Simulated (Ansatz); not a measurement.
The calculation's input:

```
crystal:
  lattice:
    - [0.0, -3.2102321255, 0.0]
    - [-3.2102321255, 0.0, 0.0]
    - [0.0, 0.0, -3.2102321255]
  atoms:
    - { symbol: Ti, position: [0.4984035523, 0.453625757, 0.5036678706] }
    - { symbol: Ti, position: [0.0015964477, 0.046374243, -0.0036678706] }
basis:
  ecutwfc: 420
kpoints:
  mp_grid: { grid: [10, 10, 10] }
hamiltonian:
  xc: pbesol
scf:
  occupations: { method: gaussian, width: 0.15 }
output:
  forces: true
  stress: true
  eigenvalues: true
  write_density: true
  write_potential: true
  elf: true
  volumetric_format: npy
relax:
  adjacent_minimum: "off"
  f_tol: 0.01
  max_steps: 80
  cell: { stress_tol: 0.1 }
```

Launched as:

```sh
ansatz run input.yaml --threads 4 --pin off --max-ram 9216MiB --backend cpu --events-out ev --progress --plain --runs-dir out
```

Below, planes, directions and counts refer to the conventional cell (a = 3.38 Å, b = 3.37 Å, c = 2.91 Å, α = 90.00°, β = 90.00°, γ = 90.00°).

The fields are those of the relaxed geometry.

Space group I4/mmm; changed on purpose from its base cell (all atoms moved at random, sigma 0.1 A a component; relaxed back); computed without spin polarisation.

All numbers below come from Ansatz, DFT PBEsol, scalar-relativistic, plane waves, PAW.

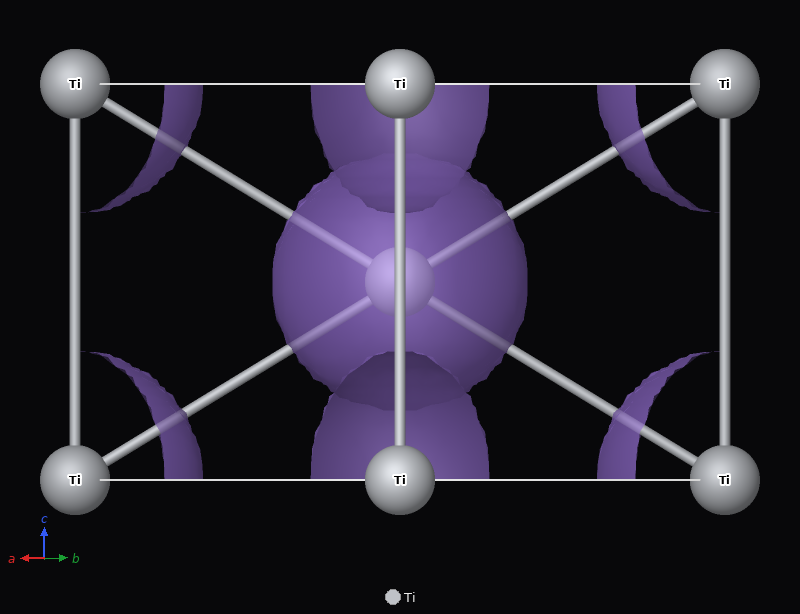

Ti. Isosurface of the valence charge density (pseudo) at 0.5 e/Å³ (purple), seen along [110]. Sticks mark near contacts.

In a PAW calculation such maps are meaningful between the atoms, not at the nuclei.

Which contacts does the surface bridge?

Answer. At this value the density breaks into separate islands; it holds about 75 % of the electrons treated as valence (semicore included). It bridges none of the near contacts. It is pinched off along the shortest Ti–Ti (2.79 Å) and Ti–Ti (2.91 Å) contacts. On the grid the lowest density along these lines, outside the cores, is 0.2 e/Å³ (Ti–Ti, 2.79 Å) and 0.21 e/Å³ (Ti–Ti, 2.91 Å).

Metal or insulator at this level of theory?

Answer. It is gapless in this calculation (a metal or semimetal).
